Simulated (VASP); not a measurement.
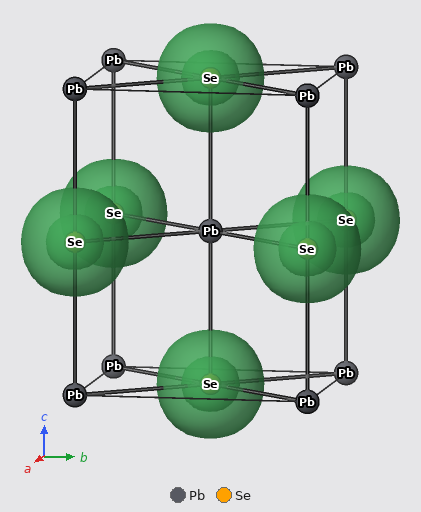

Figure. PbSe. Isosurface of the ELF at 0.8 (green), seen slightly off an axis. Only the valence region is drawn (cores and ρ < 0.01 e/Å³ removed). Sticks mark near contacts.

Space group Immm; changed on purpose from its base cell (engineering shear strain xy -0.1650, equal normal strain along x and y +0.0000).

Method: VASP, Kohn-Sham DFT of a periodic cell, PBE with D3(BJ), VASP PAW PBE potentials, recommended.

In a PAW calculation such maps are meaningful between the atoms, not at the nuclei.

Q: Describe the localisation domains.

A: The surface consists of two regions wrapped around Se (the valence shell of each), counted in one cell of 4 atoms. Any copies at cell faces, edges or corners count once. Along the contacts the grid gives the following. Pb–Se (3.07 Å): the ELF is about 0.30 at the midpoint.
